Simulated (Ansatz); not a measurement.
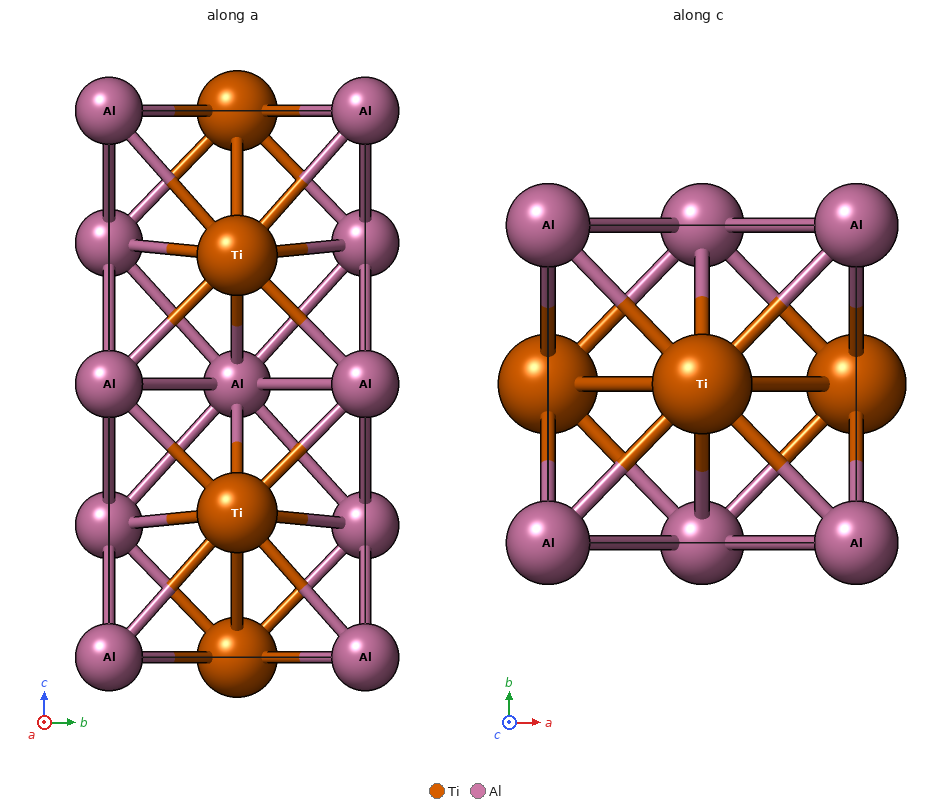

Crystal structure, ball-and-stick style, seen along the a axis and along the c axis. The parallelepiped is the conventional unit cell.

Ti$_{3}$Al$_{5}$, space group Pmmm (No. 47), a = 3.89 Å, b = 4.00 Å, c = 8.54 Å, α = 90.00°, β = 90.00°, γ = 90.00°.

Electronic-structure method: Ansatz, DFT PBEsol, scalar-relativistic, plane waves, PAW. Parameters: a kinetic-energy cutoff of 420 eV, a 10×10×6 grid in reciprocal space, Gaussian smearing of 0.15 eV, no spin polarisation.

How large a gap does the method give, if there is one?

Answer. A metal: bands cross the Fermi level.

What pressure does the calculation give for this cell?

Answer. The computed pressure is -5.9 GPa (stretched: it would shrink). The stress isn't hydrostatic: its largest component is 10.9 GPa.

It goes back to a structure listed in the Materials Project. The cell was then strained or its atoms displaced on purpose. Ansatz was used for an electronic-structure calculation on it.

At this level of theory the run's own cell isn't at rest (stretched, at -6 GPa), so its distances can differ from those at equilibrium, the more so the softer the solid.
